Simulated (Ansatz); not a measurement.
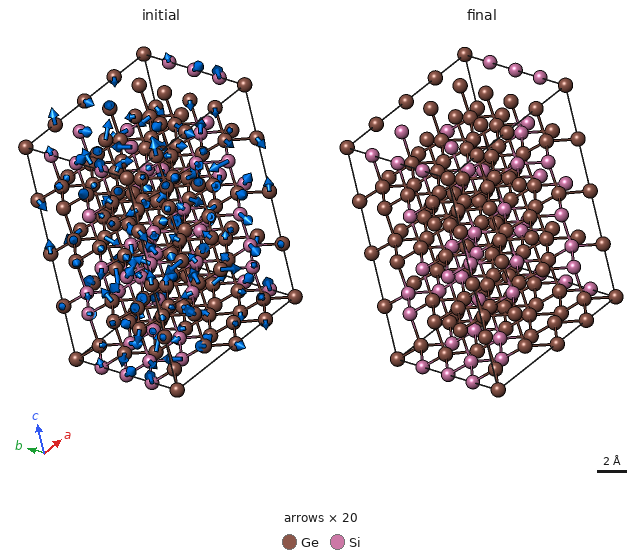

The structure of crystalline Ge$_{96}$Si$_{32}$ (a generated structure, set up in P1) before (left) and after (right) a relaxation, at one scale. The blue arrows give the displacements, 20 times their true length.

A ball-and-stick model of the cell of the calculation, seen slightly off an axis.

These are results of DFT, PBEsol, PAW, plane waves (Ansatz 0.2.0), not measurements. (plane-wave cutoff 420 eV; k-point mesh 1 × 1 × 1; mesh shifted by (0.5, 0.5, 0.5); no spin polarisation; cell relaxed at fixed shape; force threshold 0.03 eV/Å; at most 80 steps)

What changed between the two?

Over 4 geometry steps the energy falls by 13.9 meV per atom. Largest force component: 1.1 eV/Å at the start, 0.014 eV/Å at the end. The pressure goes from −0.24 to 0.00 GPa. A Ge atom moves most relative to the cell: 0.12 Å along [−1 0 −3]. Largest moves by element: Ge 0.12 Å, Si 0.10 Å. The volume changes by −0.5 %, with a = b = c 15.881 → 15.854 Å (−0.2 %). Among the contacts that change: Si–Si 2.470 → 2.351 Å, Si–Si 2.480 → 2.368 Å, Si–Si 2.459 → 2.361 Å, Ge–Si 2.507 → 2.412 Å. Bond angles that change, for instance: Ge–Ge–Si 108.0° → 112.5°, Ge–Ge–Ge 111.9° → 107.8°, Ge–Ge–Si 107.4° → 111.4°. The space group stays P1 (No. 1).
